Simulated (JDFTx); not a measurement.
**Run report: AlNi$_{3}$, geometry relaxation (part 1 of 2)**

AlNi$_{3}$ (Pm-3m, 4 atoms in the cell), computed with Kohn-Sham DFT of a periodic cell, PBEsol, PseudoDojo-SR-PBEsol-0.4.1-standard, spin-polarised (JDFTx 1.7.0 (patched build)).

The structure derives from a Materials Project entry.

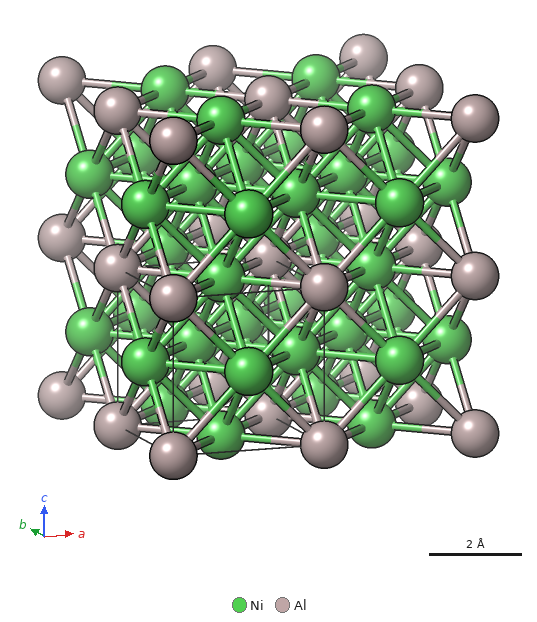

Figure 1. The input geometry (ball-and-stick view of the cell of the calculation, repeated 2 × 2 × 2, seen slightly off an axis). An atom can appear more than once, as a periodic image. Near neighbours in the periodic cell (some may lie outside the picture): Ni has 4 Al at 2.49 Å and 8 Ni at 2.49 Å; Al has 12 Ni at 2.49 Å.

Key numbers

| quantity | value |
| --- | --- |
| outcome | converged |
| space group (tolerance 0.01 Å) | Pm-3m (221) |
| electrons treated | 57 |
| free energy | −13453.4437 eV |
| Fermi energy | 16.763 eV |
| gap on the k-point mesh | none (metallic) |
| net moment of the cell | 0.37 μB |
| integrated absolute moment | 0.45 μB |
| pressure | −0.01 GPa |
| final volume | 43.82 Å³ |
| largest force (length of the vector) at the end | under 0.001 eV/Å |
| final cell | a = 3.526 Å, b = 3.526 Å, c = 3.526 Å, α = 90.00°, β = 90.00°, γ = 90.00° |
| hardware | 1 thread of Arm Neoverse V1, 24 GiB of memory available, shared host |
| wall time | 5.2 min |
| peak memory | 0.19 GiB |

Notes

The settings depart from the standard set-up of this series, which can bear on the numbers. Points of doubt noted for this run: coarse mesh.

The input
```
include AlNi3.lattice
coords-type Lattice
include AlNi3.ionpos

ion-species pseudo/Ni.upf
ion-species pseudo/Al.upf
elec-cutoff 49 392
elec-ex-corr gga-PBEsol
kpoint-folding 3 3 3
elec-smearing Fermi 0.0018374661
elec-n-bands 39
spintype z-spin
initial-magnetic-moments Ni 1 1 1
elec-initial-magnetization 3 no
electronic-SCF nIterations 100 energyDiffThreshold 1e-09
electronic-minimize nIterations 30 energyDiffThreshold 1e-7
forces-output-coords Cartesian
lattice-minimize nIterations 40 energyDiffThreshold 1e-6

dump-name run.$VAR
dump End Ecomponents EigStats BandEigs Kpoints Forces Stress
```

File AlNi3.lattice
```
lattice \
    6.6576085555     0.0000000000     0.0000000000 \
    0.0000000000     6.6576085555     0.0000000000 \
    0.0000000000     0.0000000000     6.6576085555
```

File AlNi3.ionpos
```
ion Ni     0.5000000000     0.5000000000     0.0000000000 1
ion Ni     0.5000000000     0.0000000000     0.5000000000 1
ion Ni     0.0000000000     0.5000000000     0.5000000000 1
ion Al     0.0000000000     0.0000000000     0.0000000000 1
```

Launch command:
```bash
jdftx -c 1 -i AlNi3.in -o AlNi3.out
```

What the program printed
```
*************** JDFTx 1.7.0 (patched build) ***************

Input parsed successfully to the following command list (including defaults):
[... the input with its defaults ...]

---------- Setting up symmetries ----------

Found 48 point-group symmetries of the bravais lattice
Found 48 space-group symmetries with basis
Applied RMS atom displacement 0 bohrs to make symmetries exact.

---------- Initializing the Grid ----------
R =
[      6.65761            0            0  ]
[            0      6.65761            0  ]
[            0            0      6.65761  ]
unit cell volume = 295.09
G =
[    0.94376          0          0  ]
[          0    0.94376          0  ]
[          0          0    0.94376  ]
Minimum fftbox size, Smin = [  60  60  60  ]
Chosen fftbox size, S = [  60  60  60  ]

---------- Initializing tighter grid for wavefunction operations ----------
R =
[      6.65761            0            0  ]
[            0      6.65761            0  ]
[            0            0      6.65761  ]
unit cell volume = 295.09
G =
[    0.94376          0          0  ]
[          0    0.94376          0  ]
[          0          0    0.94376  ]
Minimum fftbox size, Smin = [  44  44  44  ]
Chosen fftbox size, S = [  48  48  48  ]

---------- Exchange Correlation functional ----------
Initalized PBEsol GGA exchange.
Initalized PBEsol GGA correlation.

---------- Setting up pseudopotentials ----------
Width of ionic core gaussian charges (only for fluid interactions / plotting) set to 0

Reading pseudopotential file 'pseudo/Ni.upf':
  'Ni' pseudopotential, 'PBESOL' functional
  Generated using ONCVPSP code by D. R. Hamann
  18 valence electrons, 4 orbitals, 6 projectors, 1001 radial grid points, with lMax = 2
    3S    l: 0   occupation:  2.0   eigenvalue: -4.070998
    3P    l: 1   occupation:  6.0   eigenvalue: -2.618562
    3D    l: 2   occupation:  8.0   eigenvalue: -0.327098
    4S    l: 0   occupation:  2.0   eigenvalue: -0.208097
  Core radius for overlap checks: 1.60 bohrs.

Reading pseudopotential file 'pseudo/Al.upf':
  'Al' pseudopotential, 'PBESOL' functional
  Generated using ONCVPSP code by D. R. Hamann
  3 valence electrons, 2 orbitals, 6 projectors, 1001 radial grid points, with lMax = 2
    3S    l: 0   occupation:  2.0   eigenvalue: -0.283523
    3P    l: 1   occupation:  1.0   eigenvalue: -0.098840
  Core radius for overlap checks: 1.74 bohrs.

Initialized 2 species with 4 total atoms.

Folded 1 k-points by 3x3x3 to 27 k-points.

---------- Setting up k-points, bands, fillings ----------
Reduced to 4 k-points under symmetry.
Computing the number of bands and number of electrons
Calculating initial fillings.
nElectrons:  57.000000   nBands: 39   nStates: 8

----- Setting up reduced wavefunction bases (one per k-point) -----
average nbasis = 4854.037 , ideal nbasis = 4834.403

---------- Setting up ewald sum ----------
Optimum gaussian width for ewald sums = 2.108070 bohr.
Real space sum over 1331 unit cells with max indices [  5  5  5  ]
Reciprocal space sum over 2197 terms with max indices [  6  6  6  ]

---------- Allocating electronic variables ----------
Initializing wave functions:  linear combination of atomic orbitals
Note: number of bands (39) exceeds available atomic orbitals (34)
Ni (M=1) pseudo-atom majority spin occupations:   s ( 1 0.5 )  p ( 3 )  d ( 5 )
Ni (M=1) pseudo-atom minority spin occupations:   s ( 1 0 )  p ( 3 )  d ( 4.5 )
Al pseudo-atom occupations:   s ( 2 )  p ( 1 )
	FillingsUpdate:  mu: +1.401624690  nElectrons: 57.000000  magneticMoment: [ Abs: 0.32557  Tot: +0.31800 ]
LCAOMinimize: Iter:   0  F: -490.2429722001137975  |grad|_K:  1.586e-02  alpha:  1.000e+00
	FillingsUpdate:  mu: +1.369164187  nElectrons: 57.000000  magneticMoment: [ Abs: 0.31404  Tot: +0.31020 ]
LCAOMinimize: Iter:   1  F: -490.6847786102209170  |grad|_K:  1.724e-02  alpha:  1.232e-01  linmin: -1.360e-01  cgtest:  7.884e-01
LCAOMinimize: 	Wrong curvature in test step, increasing alphaT to 3.696551e-01.
[... 26 lines of inner loops ...]
LCAOMinimize: Iter:  12  F: -494.1823197220902557  |grad|_K:  3.023e-06  alpha:  1.224e+00  linmin: -2.019e-03  cgtest:  2.223e-02
	FillingsUpdate:  mu: +0.669390503  nElectrons: 57.000000  magneticMoment: [ Abs: 0.60819  Tot: +0.30914 ]
LCAOMinimize: Iter:  13  F: -494.1823197563135182  |grad|_K:  2.685e-06  alpha:  6.127e-01  linmin: -2.417e-04  cgtest: -1.274e-03
LCAOMinimize: Converged (|Delta F|<1.000000e-06 for 2 iters).

--------- Lattice Minimization ---------

-------- Electronic minimization -----------
Will mix electronic density at each iteration.
	FillingsUpdate:  mu: +0.669390503  nElectrons: 57.000000  magneticMoment: [ Abs: 0.60819  Tot: +0.30914 ]
	FillingsUpdate:  mu: +0.659780414  nElectrons: 57.000000  magneticMoment: [ Abs: 0.60819  Tot: +0.30914 ]
SCF: Cycle:  0   F: -494.117793733529311   dF: +6.453e-02   |Residual|: 5.423e-01   |deigs|: 1.443e-01
	FillingsUpdate:  mu: +0.564007459  nElectrons: 57.000000  magneticMoment: [ Abs: 0.30326  Tot: +0.19923 ]
SCF: Cycle:  1   F: -494.085669274234021   dF: +3.212e-02   |Residual|: 5.058e-01   |deigs|: 1.039e-01
	FillingsUpdate:  mu: +0.615409818  nElectrons: 57.000000  magneticMoment: [ Abs: 0.18624  Tot: +0.13932 ]
SCF: Cycle:  2   F: -494.402144383351583   dF: -3.165e-01   |Residual|: 4.347e-02   |deigs|: 5.490e-02
	FillingsUpdate:  mu: +0.619188796  nElectrons: 57.000000  magneticMoment: [ Abs: 0.14625  Tot: +0.12174 ]
SCF: Cycle:  3   F: -494.404334596916556   dF: -2.190e-03   |Residual|: 3.140e-02   |deigs|: 3.671e-03
	FillingsUpdate:  mu: +0.617393953  nElectrons: 57.000000  magneticMoment: [ Abs: 0.18396  Tot: +0.15384 ]
SCF: Cycle:  4   F: -494.404853443937213   dF: -5.188e-04   |Residual|: 9.680e-03   |deigs|: 2.393e-03
	FillingsUpdate:  mu: +0.617272500  nElectrons: 57.000000  magneticMoment: [ Abs: 0.22433  Tot: +0.18277 ]
SCF: Cycle:  5   F: -494.404876747420019   dF: -2.330e-05   |Residual|: 8.006e-03   |deigs|: 3.370e-04
	FillingsUpdate:  mu: +0.617410525  nElectrons: 57.000000  magneticMoment: [ Abs: 0.31126  Tot: +0.24878 ]
SCF: Cycle:  6   F: -494.404908541012048   dF: -3.179e-05   |Residual|: 5.672e-03   |deigs|: 4.410e-04
	FillingsUpdate:  mu: +0.617383029  nElectrons: 57.000000  magneticMoment: [ Abs: 0.36804  Tot: +0.29689 ]
SCF: Cycle:  7   F: -494.404917307776884   dF: -8.767e-06   |Residual|: 4.359e-03   |deigs|: 2.834e-04
	FillingsUpdate:  mu: +0.617673868  nElectrons: 57.000000  magneticMoment: [ Abs: 0.45100  Tot: +0.37275 ]
SCF: Cycle:  8   F: -494.404931249204878   dF: -1.394e-05   |Residual|: 1.338e-03   |deigs|: 4.746e-04
	FillingsUpdate:  mu: +0.617700057  nElectrons: 57.000000  magneticMoment: [ Abs: 0.44874  Tot: +0.37394 ]
SCF: Cycle:  9   F: -494.404931466472192   dF: -2.173e-07   |Residual|: 9.754e-04   |deigs|: 3.962e-05
	FillingsUpdate:  mu: +0.617655450  nElectrons: 57.000000  magneticMoment: [ Abs: 0.45545  Tot: +0.37987 ]
SCF: Cycle: 10   F: -494.404932442639620   dF: -9.762e-07   |Residual|: 5.635e-04   |deigs|: 6.849e-05
	FillingsUpdate:  mu: +0.617617963  nElectrons: 57.000000  magneticMoment: [ Abs: 0.44720  Tot: +0.37146 ]
SCF: Cycle: 11   F: -494.404932679134618   dF: -2.365e-07   |Residual|: 1.383e-04   |deigs|: 5.258e-05
	FillingsUpdate:  mu: +0.617624990  nElectrons: 57.000000  magneticMoment: [ Abs: 0.44902  Tot: +0.37194 ]
SCF: Cycle: 12   F: -494.404932709459047   dF: -3.032e-08   |Residual|: 3.503e-05   |deigs|: 9.225e-06
	FillingsUpdate:  mu: +0.617627140  nElectrons: 57.000000  magneticMoment: [ Abs: 0.45022  Tot: +0.37262 ]
SCF: Cycle: 13   F: -494.404932720542490   dF: -1.108e-08   |Residual|: 3.223e-05   |deigs|: 5.318e-06
	FillingsUpdate:  mu: +0.617626257  nElectrons: 57.000000  magneticMoment: [ Abs: 0.44977  Tot: +0.37227 ]
SCF: Cycle: 14   F: -494.404932724719572   dF: -4.177e-09   |Residual|: 2.021e-05   |deigs|: 2.404e-06
	FillingsUpdate:  mu: +0.617626077  nElectrons: 57.000000  magneticMoment: [ Abs: 0.44969  Tot: +0.37220 ]
SCF: Cycle: 15   F: -494.404932726054483   dF: -1.335e-09   |Residual|: 3.168e-05   |deigs|: 1.043e-06
	FillingsUpdate:  mu: +0.617625693  nElectrons: 57.000000  magneticMoment: [ Abs: 0.44972  Tot: +0.37226 ]
SCF: Cycle: 16   F: -494.404932726640254   dF: -5.858e-10   |Residual|: 4.324e-05   |deigs|: 1.168e-06
	FillingsUpdate:  mu: +0.617625368  nElectrons: 57.000000  magneticMoment: [ Abs: 0.44961  Tot: +0.37221 ]
SCF: Cycle: 17   F: -494.404932726712786   dF: -7.253e-11   |Residual|: 5.684e-05   |deigs|: 1.151e-06
SCF: Converged (|Delta E|<1.000000e-09 for 2 iters).

Setting wave functions to eigenvectors of Hamiltonian
# Lattice vectors:
R =
[      6.65761            0            0  ]
[            0      6.65761            0  ]
[            0            0      6.65761  ]
unit cell volume = 295.09

# Strain tensor in Cartesian coordinates:
[            0            0            0  ]
[            0            0            0  ]
[            0            0            0  ]

# Stress tensor in Cartesian coordinates [Eh/a0^3]:
[  -1.3166e-05            0            0  ]
[            0  -1.3166e-05            0  ]
[            0            0  -1.3166e-05  ]

# Ionic positions in lattice coordinates:
ion Ni   0.500000000000000   0.500000000000000   0.000000000000000 1
ion Ni   0.500000000000000   0.000000000000000   0.500000000000000 1
ion Ni   0.000000000000000   0.500000000000000   0.500000000000000 1
ion Al   0.000000000000000   0.000000000000000   0.000000000000000 1

# Forces in Cartesian coordinates:
force Ni  -0.000000000000000  -0.000000000000000   0.000000000000000 1
force Ni   0.000000000000000  -0.000000000000000   0.000000000000000 1
force Ni   0.000000000000000   0.000000000000000   0.000000000000000 1
force Al   0.000000000000000  -0.000000000000000  -0.000000000000000 1

# Energy components:
   Eewald =     -308.2599124517672067
       EH =      167.1574149173496551
     Eloc =     -457.8254893964094094
      Enl =      -79.1829724418136038
      Exc =      -64.8932343286454056
 Exc_core =       10.9295520106025581
       KE =      237.6709165831272230
-------------------------------------
     Etot =     -494.4037251075560562
       TS =        0.0012076191567056
-------------------------------------
        F =     -494.4049327267127865

LatticeMinimize: Iter:   0  F: -494.404932726712786  |grad|_K:  1.011e-03

#--- Lowdin population analysis ---
# oxidation-state Ni +0.390 +0.390 +0.390
# magnetic-moments Ni +0.134 +0.134 +0.134
# oxidation-state Al -0.628
# magnetic-moments Al -0.020

-------- Electronic minimization -----------
Will mix electronic density at each iteration.
	FillingsUpdate:  mu: +0.617625368  nElectrons: 57.000000  magneticMoment: [ Abs: 0.44992  Tot: +0.37230 ]
	FillingsUpdate:  mu: +0.617427562  nElectrons: 57.000000  magneticMoment: [ Abs: 0.44980  Tot: +0.37220 ]
SCF: Cycle:  0   F: -494.404933734490669   dF: -2.581e-07   |Residual|: 6.817e-05   |deigs|: 8.385e-07
	FillingsUpdate:  mu: +0.617426110  nElectrons: 57.000000  magneticMoment: [ Abs: 0.45002  Tot: +0.37229 ]
SCF: Cycle:  1   F: -494.404933741772254   dF: -7.282e-09   |Residual|: 3.880e-05   |deigs|: 3.551e-06
	FillingsUpdate:  mu: +0.617427199  nElectrons: 57.000000  magneticMoment: [ Abs: 0.45025  Tot: +0.37240 ]
SCF: Cycle:  2   F: -494.404933743398431   dF: -1.626e-09   |Residual|: 1.563e-05   |deigs|: 1.610e-06
	FillingsUpdate:  mu: +0.617426668  nElectrons: 57.000000  magneticMoment: [ Abs: 0.45034  Tot: +0.37247 ]
SCF: Cycle:  3   F: -494.404933743677873   dF: -2.794e-10   |Residual|: 9.511e-06   |deigs|: 1.446e-06
	FillingsUpdate:  mu: +0.617427018  nElectrons: 57.000000  magneticMoment: [ Abs: 0.45034  Tot: +0.37248 ]
SCF: Cycle:  4   F: -494.404933743771210   dF: -9.334e-11   |Residual|: 7.115e-06   |deigs|: 7.647e-07
SCF: Converged (|Delta E|<1.000000e-09 for 2 iters).

Setting wave functions to eigenvectors of Hamiltonian
LatticeMinimize: 	Wolfe criterion not satisfied: alpha: 1  (E-E0)/|gdotd0|: -0.995501  gdotd/gdotd0: 0.939804 (taking cubic step)

-------- Electronic minimization -----------
Will mix electronic density at each iteration.
	FillingsUpdate:  mu: +0.617427018  nElectrons: 57.000000  magneticMoment: [ Abs: 0.45058  Tot: +0.37269 ]
	FillingsUpdate:  mu: +0.617044786  nElectrons: 57.000000  magneticMoment: [ Abs: 0.45036  Tot: +0.37250 ]
SCF: Cycle:  0   F: -494.404935228020292   dF: -8.953e-07   |Residual|: 1.063e-04   |deigs|: 4.536e-07
	FillingsUpdate:  mu: +0.617060577  nElectrons: 57.000000  magneticMoment: [ Abs: 0.45043  Tot: +0.37249 ]
SCF: Cycle:  1   F: -494.404935252965004   dF: -2.494e-08   |Residual|: 1.348e-04   |deigs|: 1.547e-05
	FillingsUpdate:  mu: +0.617053269  nElectrons: 57.000000  magneticMoment: [ Abs: 0.45050  Tot: +0.37255 ]
SCF: Cycle:  2   F: -494.404935265270524   dF: -1.231e-08   |Residual|: 6.734e-05   |deigs|: 8.880e-06
	FillingsUpdate:  mu: +0.617048795  nElectrons: 57.000000  magneticMoment: [ Abs: 0.45064  Tot: +0.37263 ]
SCF: Cycle:  3   F: -494.404935265777851   dF: -5.073e-10   |Residual|: 5.189e-05   |deigs|: 8.384e-06
	FillingsUpdate:  mu: +0.617052103  nElectrons: 57.000000  magneticMoment: [ Abs: 0.45061  Tot: +0.37261 ]
SCF: Cycle:  4   F: -494.404935267995654   dF: -2.218e-09   |Residual|: 7.690e-06   |deigs|: 4.532e-06
	FillingsUpdate:  mu: +0.617052357  nElectrons: 57.000000  magneticMoment: [ Abs: 0.45063  Tot: +0.37263 ]
SCF: Cycle:  5   F: -494.404935268026293   dF: -3.064e-11   |Residual|: 7.221e-06   |deigs|: 6.973e-07
	FillingsUpdate:  mu: +0.617051954  nElectrons: 57.000000  magneticMoment: [ Abs: 0.45065  Tot: +0.37265 ]
SCF: Cycle:  6   F: -494.404935268077907   dF: -5.161e-11   |Residual|: 1.765e-06   |deigs|: 7.857e-07
SCF: Converged (|Delta E|<1.000000e-09 for 2 iters).

Setting wave functions to eigenvectors of Hamiltonian
# Lattice vectors:
R =
[      6.65929            0            0  ]
[            0      6.65929            0  ]
[            0            0      6.65929  ]
unit cell volume = 295.313

# Strain tensor in Cartesian coordinates:
[  0.000251906            0            0  ]
[            0  0.000251906            0  ]
[            0            0  0.000251906  ]

# Stress tensor in Cartesian coordinates [Eh/a0^3]:
[ -8.84323e-06            0            0  ]
[            0 -8.84323e-06            0  ]
[            0            0 -8.84323e-06  ]

# Ionic positions in lattice coordinates:
ion Ni   0.500000000000000   0.500000000000000  -0.000000000000000 1
ion Ni   0.500000000000000   0.000000000000000   0.500000000000000 1
ion Ni  -0.000000000000000   0.500000000000000   0.500000000000000 1
ion Al  -0.000000000000000   0.000000000000000  -0.000000000000000 1

# Forces in Cartesian coordinates:
force Ni   0.000000000000000   0.000000000000000  -0.000000000000000 1
force Ni   0.000000000000000   0.000000000000000  -0.000000000000000 1
force Ni  -0.000000000000000  -0.000000000000000  -0.000000000000000 1
force Al   0.000000000000000  -0.000000000000000  -0.000000000000000 1

# Energy components:
   Eewald =     -308.1822794293142351
       EH =      167.2055122543358436
     Eloc =     -457.9498677745560826
      Enl =      -79.1839019826647785
      Exc =      -64.8921483171939713
 Exc_core =       10.9295521092938888
       KE =      237.6694043914932877
```
